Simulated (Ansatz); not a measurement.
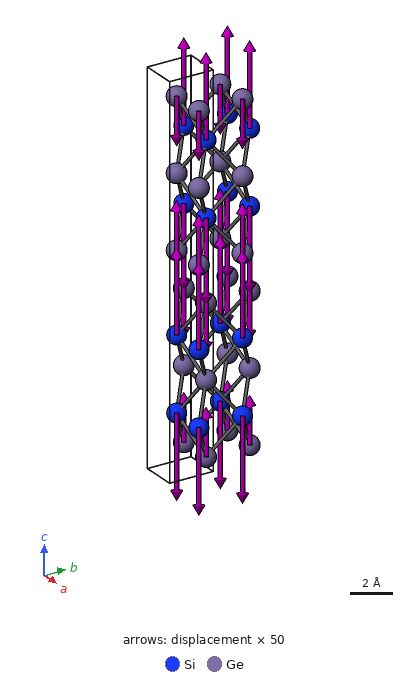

This is a relaxation of crystalline Si₂Ge₃ (a generated structure, set up in P6_3/mmc). The starting structure is drawn; purple arrows show the displacements (the part carried along by the change of the cell is left out), 50 times their true length.

The picture is a ball-and-stick view of the cell of the calculation, repeated 2 × 2 × 1 with one cell outlined, seen slightly off an axis.

Theory: Ansatz, DFT PBE, scalar-relativistic, plane waves, PAW. (plane-wave cutoff 420 eV; k-point mesh 12 × 12 × 2; occupations gaussian; smearing width 0.1 eV; no spin polarisation; cell and atoms relaxed; force threshold 0.01 eV/Å; at most 80 steps)

Question: What happened in the run?

Answer: Over 13 accepted moves (16 points after the start) the energy falls by 110 meV per atom. The largest force component goes from 0.18 to 0.00069 eV/Å. Pressure: 0.10 GPa at the start and 0.00 GPa at the end. The line search rejected the trial step at point 6 of the run. At 2 points the geometry stayed and the basis and grid were re-selected for the new cell (energy shift of 5.3 meV per atom at most each time). The largest moves relative to the cell, 0.088 Å, are those of Si atoms. Largest moves by element: Si 0.088 Å, Ge 0.050 Å. The drawn cell changes as follows: a = b 3.247 → 3.708 Å (+14.2 %), c 20.022 → 16.158 Å (−19.3 %); the volume changes by +5.3 %. Among the contacts that change: Ge–Si 2.666 → 2.553 Å, Ge–Si 2.702 → 2.708 Å. Bond angles that change, for instance: Ge–Si–Ge 91.4° → 70.8°, Ge–Si–Ge 75.0° → 93.1°, Si–Ge–Si 75.0° → 93.1°. The space group stays P6_3/mmc (No. 194).
